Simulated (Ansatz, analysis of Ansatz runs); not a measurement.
# C_As in monolayer As: energy, spin and levels, part 3 of 3

We look for the structure, spin, formation energy and gap states of neutral C_As in monolayer As. Model: a cell of 18 host atoms with 1 As taken out and 1 C put in.

Ansatz 0.2.0; plane-wave PAW DFT, PBE; supercells relaxed in a periodic cell with vacuum, the primitive cell and the final single points with the Coulomb interaction cut along the normal.

So far. Step 4 (Band edges against the vacuum level): The band edges were searched for over the zone, on the density of this mesh. The valence top lies 5.35 eV and the conduction bottom 3.73 eV below the vacuum level: a gap of 1.62 eV. Step 5 (Relaxing the neutral defect): With the common shift of the atoms taken out, the largest displacement is 0.86 Å, and the sheet with its defect is 0.10 Å thicker than the perfect one.

**6. Energies and states on the vacuum scale**

Level of this step: plane-wave PAW DFT, PBE, Coulomb cut-off along the normal; single point of a defect in a monolayer on the structure relaxed with PBE (Ansatz).

Single points with the cut-off give energies without the images along the normal, and levels against the vacuum; the images in the plane remain.

The cell differs from the one that the last finished run ended in (c 15.000 → 30.000 Å).

q0_M1.point.pbe/input.yaml

```yaml
crystal:
  lattice:
    - [10.81644602, 0.0, 0.0]
    - [-5.40822301, 9.36731703, 0.0]
    - [0.0, 0.0, 30.0]
  atoms:
    - { symbol: As, position: [1.694e-05, -0.00086723, 0.47968968] }
    - { symbol: As, position: [0.11420223, 0.22915366, 0.52438973] }
[... 6 atom lines left out ...]
    - { symbol: As, position: [0.34157598, 0.35095485, 0.47710492] }
    - { symbol: C, position: [0.44415288, 0.55584738, 0.49446198] }
    - { symbol: As, position: [0.34156064, 0.65790509, 0.4768213] }
[... 4 atom lines left out ...]
    - { symbol: As, position: [0.76996277, 0.55264881, 0.52420448] }
    - { symbol: As, position: [0.64864967, 0.65797664, 0.47667207] }
    - { symbol: As, position: [0.76965657, 0.88434798, 0.52429379] }
  periodic: [true, true, false]
basis:
  ecutwfc: 420
  xc_grid: 2
hamiltonian:
  xc: pbe
kpoints:
  mp_grid: { grid: [2, 2, 1] }
magnetization:
  spin_polarized: true
  initial_magnetization: 1
  spin_locking: { lock_magnetization: hard }
scf:
  occupations: { method: fixed }
  max_iter: 100
output:
  forces: true
  eigenvalues: true
  eigenstates: { localisation: true }
  populations: true
  band_densities: [{ bands: [v1, v1] }, { bands: [c1, c1] }]
  write_density: true
  write_potential: true
  volumetric_format: npy
checkpoint:
  write: "../q0_M1.point.pbe.run"
  compress: false
  write_wavefunctions: false
  write_every: 100000
```

On the command line:

```console
ansatz run input.yaml --threads 4 --pin off --max-ram 15073MiB --backend cpu --events-out ev --progress --plain --runs-dir out
```

Numbers of over 12 decimals in the logs are rounded to 6 here.

What it wrote:

```text
[...]
Crystal: 18 atoms, lattice volume = 3039.632 Å³
Basis set: ecut = 420 eV, 59321 PW (Γ), exchange–correlation on 150×150×432 points (8 copies of the dense FFT grid, shifted against one another)
Bands: 156, of which v1, the nominal top of the filled ones, is band 130 counted from 1 (129 counted from 0)
Symmetry: 1 space group operations
[...]
k-points: 4
[...]
Starting moments: Σ|m| = 1 μB on 18 of 18 sites
[...]
SCF iter   1: F=—  HF=-82803.430397 eV  |F-HF|=—  |Δ(HF+E_count)|=         —  Δρ=8.24e-3 (↑8.24e-3 ↓6.91e-3)  dr2=9.46e0  dr2_m=1.09e-1  M=1.000 μB ∫|m|=1.007 μB  β_m=0.30  ethr=3.10e-3  ⟨swp⟩=6.2  Hψ=4174  notcnv=0  defer=184
[...]
SCF iter  17: F=-82801.923081 eV  HF=-82801.923081 eV  |F-HF|=2.91e-10  |Δ(HF+E_count)|=   3.58e-9  Δρ=1.16e-7 (↑1.03e-7 ↓1.16e-7)  dr2=3.63e-10  dr2_m=2.48e-10  M=1.000 μB ∫|m|=1.182 μB  ethr=1.27e-12  ⟨swp⟩=8.0  Hψ=5724  notcnv=0
SCF 1 converged in 17 iterations: F = -82801.923081 eV  dr2 = 3.63e-10
[...]
WARN: The output density's exchange-correlation potential varies sharply where the density is thin. Do not read a vacuum level from v_tot or v_xc, or from such a field of the output density. [...]
SCF converged after 17 iterations
Stability checked in part: among states of this total moment the steps that led to this state did not find it unstable. No probe was made; neither looks for a lower state of another moment (fixed_total_moment; see scf.lower_state_search)
Magnetization: 1.0000 μB (130.0000 up, 129.0000 down)
Absolute magnetization: 1.1857 μB (∫|ρ↑−ρ↓|, with the PAW one-centre terms)
[...]
Per-site moments (μB) at R_I (Å): [(-0.00380884, 1.031288), (0.028306, 1.026768), (0.00341406, 1.026768), [... 15 left out ...]
Free energy (F): -82801.923081 eV
[...]
Internal energy: -82801.923081 eV  (E = F + TS)
E sigma→0 (E₀):  -82801.923081 eV
Fermi energy:    -4.805005 (↑ -4.805005, ↓ -5.487647) eV
[...]
--- Forces (eV/Å), atoms counted from 1 ---
  atom   1  As     0.00089603     0.00126443     0.00475318
  atom   2  As     0.00475607     0.00888648    -0.00296134
  atom   3  As     0.00175588    -0.00195832     0.00357970
  atom   4  As     0.00500328    -0.00289885    -0.00248540
  atom   5  As     0.00041427     0.00160136     0.00388944
  atom   6  As    -0.00100587    -0.00194627    -0.00160602
  atom   7  As     0.00011451     0.00078135     0.00566478
  atom   8  As    -0.00474958     0.00164640    -0.00338576
  atom   9  As     0.00130438    -0.00561310    -0.00763079
  atom  10  C     -0.01111729    -0.02305133    -0.00091942
  atom  11  As    -0.00036228     0.00449199     0.00287953
  atom  12  As    -0.01176661     0.00571853    -0.00652385
  atom  13  As    -0.00158814     0.00307804    -0.00202057
  atom  14  As     0.00048355     0.00136699     0.00750566
  atom  15  As    -0.00090092    -0.00398882     0.00090105
  atom  16  As     0.00492561    -0.00001491    -0.00333109
  atom  17  As    -0.00076568     0.00174913     0.00838176
  atom  18  As     0.01260283     0.00888704    -0.00668576
  max |Σ_I F_I| component: 5.10e-6 eV/Å
--- Band table (eV; the first three rows and the last of 8) ---
[...]
[... further k-points left out ...]
  ° read free of the cell's end (the report's vacuum.weakly_bound_levels)
--- Löwdin populations: 18 sites ---
  site symbol       q [e]    m [muB]
     0     As     14.9602    -0.0070
     1     As     14.9548     0.0564
     2     As     14.9460     0.0085
     3     As     14.9548     0.0552
     4     As     14.9599    -0.0069
     5     As     14.9501     0.0045
     6     As     14.9603    -0.0071
     7     As     14.9546     0.0567
     8     As     14.7580     0.0127
     9      C      4.5523     0.5737
    10     As     14.7574     0.0120
    11     As     14.9544     0.0561
    12     As     14.9461     0.0083
    13     As     14.9571     0.0102
    14     As     14.9461     0.0084
    15     As     14.9547     0.0548
    16     As     14.7569     0.0116
    17     As     14.9544     0.0556
  spilling = 0.003173 (of n_electrons = 259.000000)
--- Band densities, each state counted as filled ---
  window                                       electrons  max residual (eV)  cut levels
  bands: [v1, v1]                    1.000000 + 1.000000             4.0e-4           0
  bands: [c1, c1]                    1.000000 + 1.000000             3.4e-4           0
```

It took 2.4 min on 4 threads of Arm Neoverse V2, shared host; peak memory 9.1 GiB; 9.3 min of CPU time.

With the cut-off the largest force on the relaxed structure is 0.026 eV/Å, so the structure stays at rest.

States next to the filling edge at the first k-point, on the run's own zero (eigenstates.tsv). The participation number counts the atoms that a state is spread over, of 18; bands count from 0.

```
spin  band  energy (eV)  occupation  participation  largest share on  share
down   123       -6.099        1.00           11.6              As13   0.16
down   124       -5.934        1.00           10.3               As6   0.19
down   125       -5.861        1.00           10.5              As17   0.19
down   126       -5.855        1.00           10.4               As9   0.21
down   127       -5.488        1.00           16.5               As4   0.09
down   128       -5.488        1.00           16.5              As12   0.08
down   129       -4.725        0.00            8.2               C10   0.28
down   130       -3.820        0.00           12.5              As16   0.12
down   131       -3.813        0.00           12.5               As8   0.12
down   132       -3.802        0.00           14.2               As5   0.11
down   133       -3.602        0.00           12.1               As6   0.11
  up   124       -5.981        1.00            8.1               As6   0.24
  up   125       -5.918        1.00           10.9              As17   0.18
  up   126       -5.913        1.00           10.8               As9   0.20
  up   127       -5.521        1.00           16.3               As4   0.09
  up   128       -5.520        1.00           16.3              As12   0.08
  up   129       -5.219        1.00            8.3               C10   0.28
  up   130       -3.905        0.00           13.6               As7   0.10
  up   131       -3.858        0.00           12.4              As16   0.12
  up   132       -3.852        0.00           12.4               As8   0.12
  up   133       -3.615        0.00           12.1               As6   0.11
  up   134       -3.612        0.00           12.2               As5   0.11
```

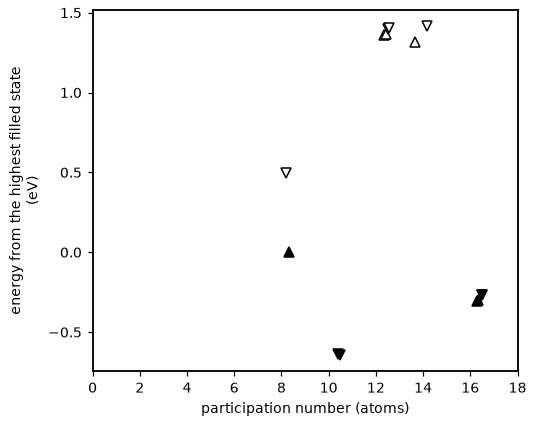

States next to the filling edge at the first k-point: energy against spread. Filled marks are occupied, open marks empty; triangles up and down are the spins.

Under PBE at the first k-point of a 2×2×1 Γ-centred mesh, the highest filled state is spin up, spread over 8 of 18 atoms, and the lowest empty one, 0.49 eV above it, is spin down, spread over 8 of 18 atoms.

Löwdin populations of the atoms near the centre, and their excess over far atoms of the same element, which can also hold differences between inequivalent host sites (the log counts sites from 0):

```
atom  distance from the centre (Å)  electrons  excess
 C10                          0.86      4.552       -
 As9                          2.36     14.758  -0.195
As17                          2.37     14.757  -0.196
As11                          2.37     14.757  -0.196
As16                          3.54     14.955   0.001
As18                          3.54     14.954   0.001
 As8                          3.54     14.955   0.001
As12                          3.54     14.954   0.001
```

The largest moments in the atoms' spheres: C10 0.33, As8 0.03, As2 0.03, As12 0.03, As18 0.03, As4 0.03 μB.

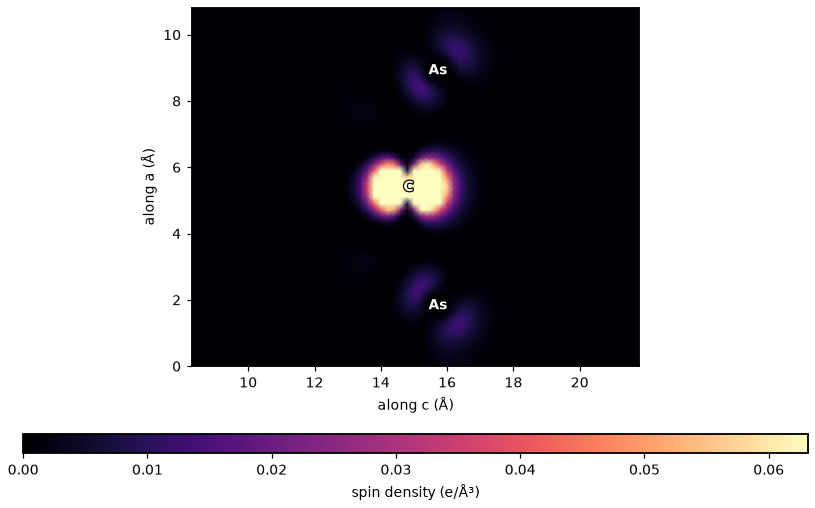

Spin density in the ca plane at fractional y = 0.556, through the centre, with atoms of As and C within 0.45 Å of it. The far vacuum is left out of the map.

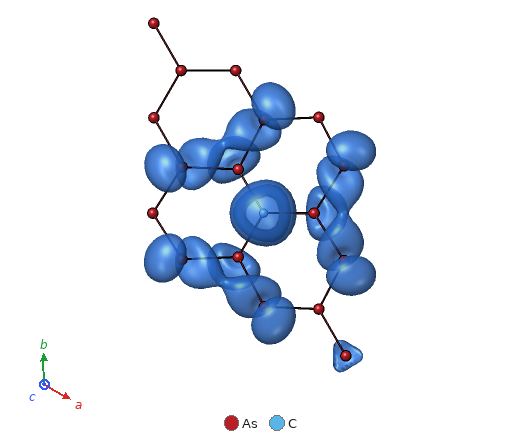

Surface of spin density = 0.0041 e/Å³, which holds about 70 % of the integral of its size.

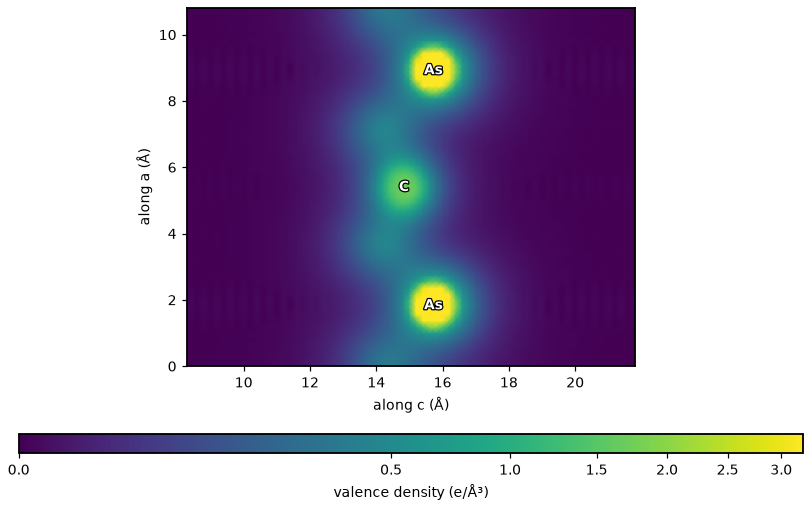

Valence density in the ca plane at fractional y = 0.556, through the centre, with atoms of As and C within 0.45 Å of it. It is the smooth field of the valence electrons, not physical close to the nuclei. The colour scale is stretched toward low values. The far vacuum is left out of the map.

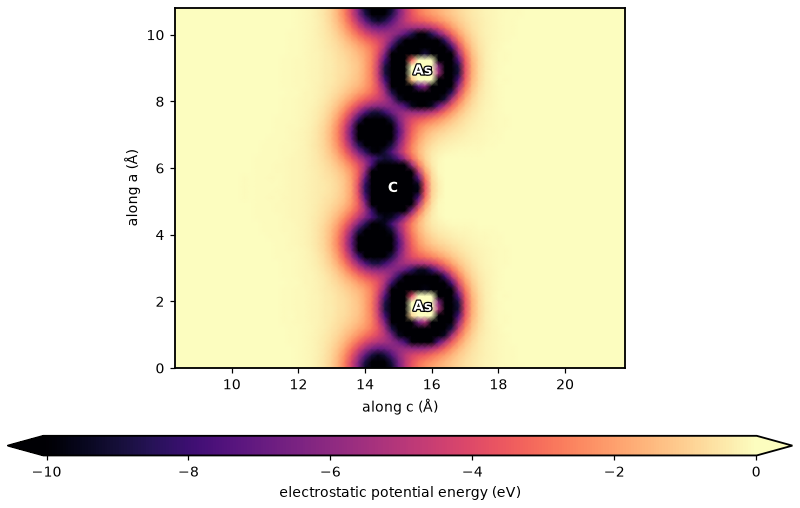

Electrostatic potential energy in the ca plane at fractional y = 0.556, through the centre, with atoms of As and C within 0.45 Å of it. With pseudopotentials it is smooth inside the atoms' cores, unlike the true potential. The far vacuum is left out of the map.

Formation energy from total energies, with As (grey arsenic (A7)) and C (diamond) as references:

```
total moment (μB)  formation energy (eV)
                1                   2.96
```

**7. Results**

* valence top of the perfect sheet below vacuum: 5.35 eV
* gap of the perfect sheet (PBE): 1.62 eV
* largest displacement, common shift taken out: 0.86 Å
* atoms nearest to the centre: C 0.86, As 2.36, As 2.37, As 2.37, As 3.54, As 3.54, As 3.54, As 3.54, As 3.55, As 3.55 Å
* formation energy, elements as references (PBE): 2.96 eV
* moment of the lowest state among those obtained: 1 μB

**Reading.** Under PBE the neutral defect costs 2.96 eV against the perfect sheet and the elements' reference phases, with the moment held at 1 μB, the only one obtained. What this leaves open: the images lie 10.8 Å apart in the plane; semilocal functionals make the gap too small and spread bound carriers; Kohn–Sham levels are not transition levels, and excitons, strong in sheets, are left out; a free-standing sheet, no substrate.

[Logs are printed without paths, hosts, clocks, repeated set-up lines and the standing remarks that a program may print on its own settings, such as how far it seeks lower states.]

[Hosts, paths, dates, database ids (printed as entryN), source tags and the programs' standing remarks are cut or masked in the printed files.]

[Maps of the electrostatic potential energy from Ansatz leave out the sawtooth potential of an applied field or a dipole correction, so their vacuum need not be flat.]
